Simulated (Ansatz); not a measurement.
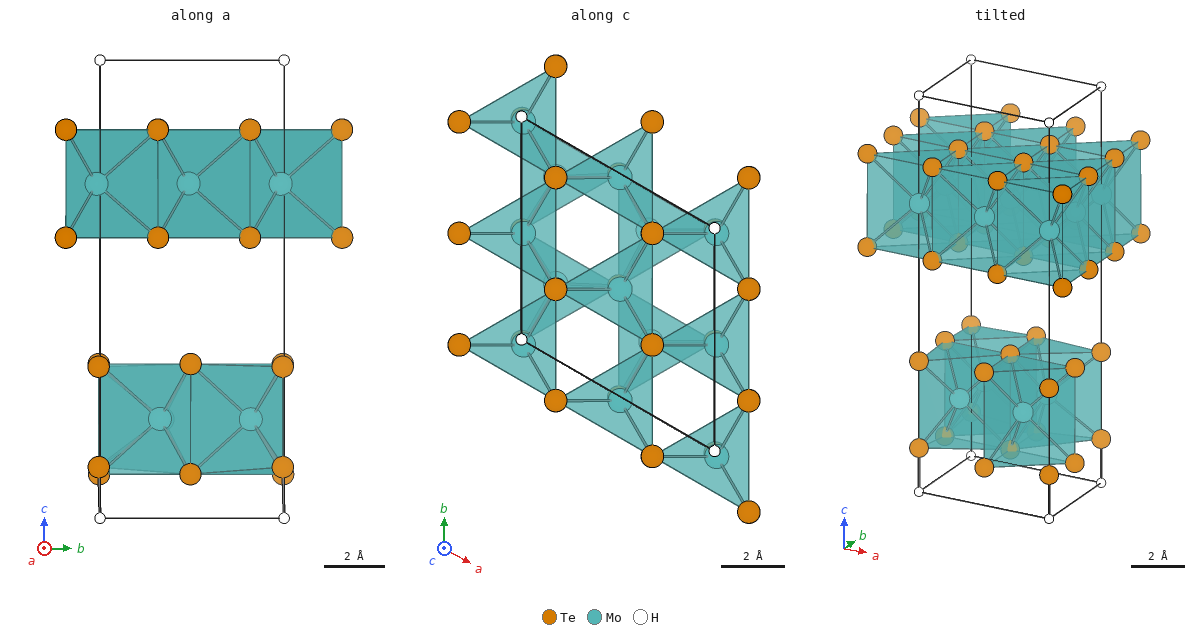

Polyhedral representation of a periodic structure, projected along the a axis, along the c axis and slightly off an axis. The parallelepiped is the simulation cell. Some atoms of the next cells are drawn as well. Cell: a = 7.113 Å, b = 7.113 Å, c = 15.332 Å, α = 90.00°, β = 90.00°, γ = 120.00°.

Chemical formula Te16Mo8H. Apart from translations it has no symmetry (space group P1). One cell contains 16 Te, 8 Mo, 1 H, 25 atoms in all. The polyhedra are MoTe6 trigonal prisms; they share edges. The Mo atoms are each bonded to six Te in a trigonal prismatic arrangement at about 2.7 to 2.8 Å. About every H there is one Te at about 1.7 Å. The bonds build Te8Mo4H and Te2Mo layers parallel to (001).

The model was built from a structure listed in the Materials Project, repeated into a supercell with a point defect put in. The atoms were relaxed in a fixed cell with Ansatz 0.2.0, DFT PBE, scalar-relativistic, plane waves, PAW.
